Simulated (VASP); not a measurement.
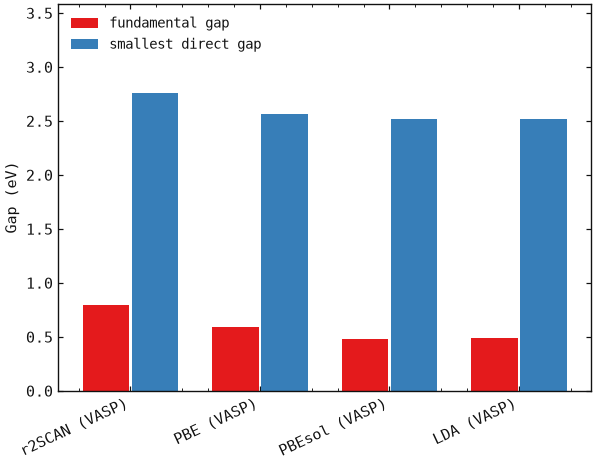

Gaps of Si, space group Fd-3m (No. 227), 2 atoms in the cell, diamond type, at several levels of theory on one cell (VASP, plane waves and PAW; edges over the mesh and the special points).

Question: How does the gap depend on the level, and does its kind change?

Answer: In rising order: PBEsol (VASP) 0.48 eV, LDA (VASP) 0.49 eV, PBE (VASP) 0.59 eV and r2SCAN (VASP) 0.79 eV. It is indirect at every level.
